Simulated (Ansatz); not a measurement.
**Single-point calculation of Cu**

Cu (1 atom in the cell), computed with DFT LDA, scalar-relativistic, plane waves, PAW, no spin polarisation (Ansatz 0.2.0).

The structure derives from an entry of the Crystallography Open Database.

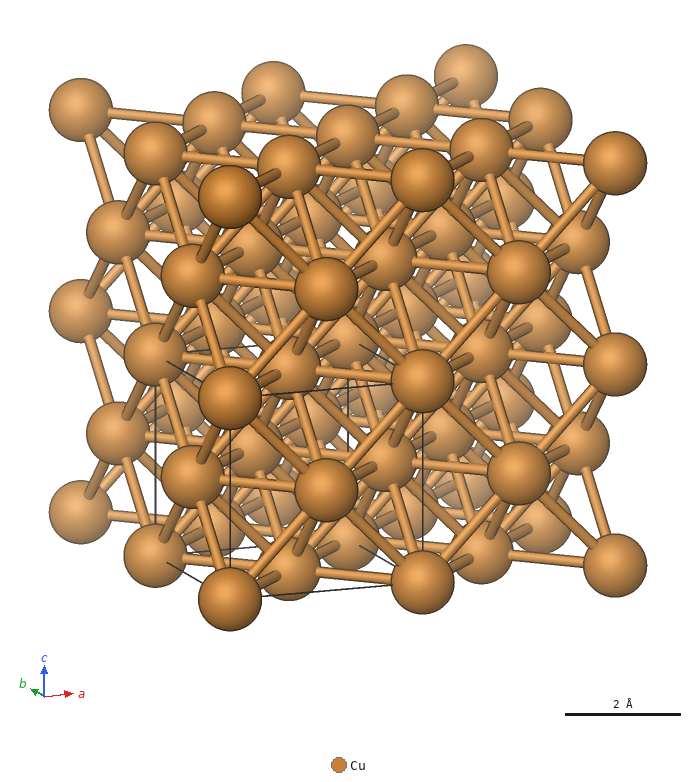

**Figure 1.** The structure as given in the input (ball-and-stick view of the cell 4 times as large as that of the calculation, set on its symmetry axes, repeated 2 × 2 × 2, seen slightly off an axis). Near neighbours in the crystal (not all of them lie inside the picture): Cu has 12 Cu at 2.56 Å.

**Summary**

- outcome: converged
- space group (tolerance 0.01 Å): Fm-3m (225)
- electrons treated: 19
- free energy: −6555.6514 eV
- Fermi energy: 16.261 eV
- gap on the k-point mesh: none (metallic)
- pressure: −11.69 GPa
- largest force (length of the vector): under 0.001 eV/Å
- hardware: 2 threads of Intel Xeon @ 2.10GHz (Emerald Rapids), 189 GiB of memory available, shared host
- wall time: 1.3 s (CPU time 1.1 s)
- peak memory: 0.28 GiB

**Remarks**

The cell is under a tension of 11.7 GPa at this level, so it is not at its equilibrium volume.

**Input**
```yaml
crystal:
  lattice:
    - [0.0, 1.8075, 1.8075]
    - [1.8075, 0.0, 1.8075]
    - [1.8075, 1.8075, 0.0]
  atoms:
    - { symbol: Cu, position: [0.0, 0.0, 0.0] }
basis:
  ecutwfc: 420
kpoints:
  mp_grid: { grid: [8, 8, 8] }
hamiltonian:
  xc: lda
scf:
  occupations: { method: gaussian, width: 0.1 }
output:
  forces: true
  stress: true
  eigenvalues: true
```

Launch command:
```bash
ansatz run input.yaml --threads 2 --pin off --max-ram 5120MiB --backend cpu --events-out ev --progress --plain --runs-dir out
```

**What the program printed**
```
Engine: ansatz 0.2.0, x86_64-unknown-linux-gnu
Pseudopotentials: kind: paw
Pseudopotential: Cu, paw, valence charge 19, recommended cutoff 420 eV (normal), Cu.paw.azcp
Functional definition: SPW92
  exchange = slater_x
  correlation = pw_c
Crystal: 1 atoms, lattice volume = 11.810 Å³
Basis set: ecut = 420 eV, 259 PW (Γ)
Bands: 14, of which v1, the nominal top of the filled ones, is band 10 counted from 1 (9 counted from 0)
Symmetry: 48 space group operations
Space group: Fm-3m (ITA 225), of the structure as read, at distance tolerance 2.3e-5 Å
k-points: 29 of 512
Non-local potential: Cu, projectors of the file, l = 0: 3, l = 1: 2, l = 2: 3, l = 3: 1
PAW form: soft (Blöchl's): semilocal exchange-correlation on the pseudo side does not see the compensation charge
PAW frozen core: Cu, regenerated for the run's functional, and the local potential with it (the file was generated under x = pbe(κ = 0.804, μ = 0.2195149727645171), c = pbe(β = 0.06672455060314922))
PAW one-centre angular grid: Cu, 590 points (default); XC on 64 Gauss nodes
Initial density: superposition of atomic densities (neutral atoms: chi_scale 0, normalization atom), corrected by the library's trained network
Initial wavefunctions: pseudopotential atomic-orbital guess
Functional: x = slater, c = lda
SCF iter   1: F=—  HF=-6555.657970 eV  |F-HF|=—  |Δ(HF+E_count)|=         —  Δρ=2.21e-2  dr2=2.54e-2  ethr=1.77e-3  ⟨swp⟩=5.2  Hψ=2020  notcnv=0
preconditioner: auto → none  [insulator: Δε(μ)=0.234 eV  Ē_g=16.966 eV  σ=0.100 eV  W_gap=0.84  n_scr=0 (ndim 8)  ℏωp=35.8 eV  f_vac=0.000  D(μ)=0.66/eV (n_scr^D=8)  ε∞_Penn≈5.5]
SCF iter   2: F=—  HF=-6555.651432 eV  |F-HF|=—  |Δ(HF+E_count)|=   6.54e-3  Δρ=1.77e-3  dr2=2.88e-4  ethr=1.34e-4  ⟨swp⟩=2.8  Hψ=897  notcnv=0  defer=9
SCF iter   3: F=—  HF=-6555.651399 eV  |F-HF|=—  |Δ(HF+E_count)|=   3.37e-5  Δρ=1.37e-3  dr2=5.91e-5  ethr=1.52e-6  ⟨swp⟩=2.2  Hψ=604  notcnv=0  defer=9
SCF iter   4: F=—  HF=-6555.651432 eV  |F-HF|=—  |Δ(HF+E_count)|=   3.33e-5  Δρ=3.76e-5  dr2=9.37e-8  ethr=3.11e-7  ⟨swp⟩=1.1  Hψ=405  notcnv=0  defer=9
iter 5 did not close the SCF: its close was put off for the readings that it lacked (scf_convergence_deferred on its scf_iter line)
SCF iter   5: F=-6555.651432 eV  HF=-6555.651432 eV  |F-HF|=7.19e-11  |Δ(HF+E_count)|=   1.14e-7  Δρ=4.33e-6  dr2=7.06e-10  ethr=4.93e-10  ⟨swp⟩=2.2  Hψ=648  notcnv=0  defer=9
SCF iter   6: F=-6555.651432 eV  HF=-6555.651432 eV  |F-HF|=0.00e0  |Δ(HF+E_count)|=  1.07e-10  Δρ=2.75e-7  dr2=3.63e-12  ethr=3.72e-12  ⟨swp⟩=3.0  Hψ=1255  notcnv=0
SCF 1 converged in 6 iterations: F = -6555.651432 eV  dr2 = 3.63e-12
  greatest PAW one-centre occupation: 1.000 electrons in one spin orbital (limit 2), on the Cu atom at site 0 (counted from 0), in its partial waves of l = 0
```

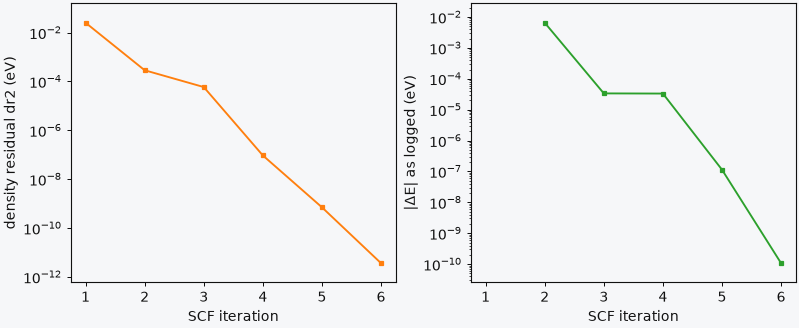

**Figure 2.** Convergence of the self-consistent field: density residual dr2 and size of the energy change against the SCF iteration. The residual falls at every step.

```
SCF converged after 6 iterations
Free energy (F): -6555.651432 eV
Harris-Foulkes:  -6555.651432 eV  (|F-HF|=0.00e0)
Internal energy: -6555.648320 eV  (E = F + TS)
E sigma→0 (E₀):  -6555.649876 eV
Entropy (-TS):   -0.003112 eV (-3.112 meV/atom)
Fermi energy:    16.261331 eV
--- Per-component energies (eV) ---
  E_band       = -363.727553
  E_kinetic    = 300.495414
  E_local      = -4053.106834  (includes V_loc(G=0)·N_el)
  E_nonlocal   = 394.134558
  E_hartree    = 1781.165828
  E_xc         = -89.101025
  E_vxc        = -115.557597  (∫ρ·V_xc dr)
  E_paw        = -1593.232446  (= ΣΔE_a)
  E_vpaw       = -452.024824  (= ΣTr[D̂ρ^β])
  E_aug_tail   = 0.000220  (compensation charges beyond the density's cutoff)
  E_ewald      = -3296.453696
  E_core_change = 0.449660  (= ΣΔE_core)
  E_smearing   = -0.003112  (= −TS)
  E_closure    = 0.000000  (closes the sum)
  Σ components = -6555.651432   (vs F -6555.651432, Δ=0.00e0)
--- Forces (eV/Å), atoms counted from 1 ---
  atom   1  Cu     0.00000000    -0.00000000    -0.00000000
  max |Σ_I F_I| component: 3.29e-32 eV/Å
--- Stress (GPa, compression-positive) ---
      -11.685505       0.000000       0.000000
        0.000000     -11.685505       0.000000
        0.000000       0.000000     -11.685505
  P = ⅓ Tr σ = -11.6855 GPa (-116.855 kbar)
--- Band table (eV; the first three rows and the last of 29) ---
  k-point 0: bands = ["-95.4008", "-53.1548", "-53.1548", "-53.1548", "6.9107", "13.2976", "13.2976", "13.2976", "14.1473", "14.1473", "39.0454", "41.3311", "41.3311", "41.3311"]
  k-point 1: bands = ["-95.3986", "-53.1710", "-53.1572", "-53.1572", "7.4751", "13.1867", "13.3931", "13.3931", "14.1178", "14.1178", "35.0770", "39.5903", "40.1480", "40.1480"]
  k-point 2: bands = ["-95.3935", "-53.2101", "-53.1631", "-53.1631", "9.0363", "13.0414", "13.4599", "13.4599", "14.2299", "14.2299", "28.7242", "38.9059", "38.9184", "38.9184"]
  k-point 28: bands = ["-95.3817", "-53.2285", "-53.2285", "-53.1977", "12.1857", "12.7842", "12.7842", "14.1040", "14.8671", "22.4975", "22.4975", "24.6902", "24.9537", "44.4847"]
```
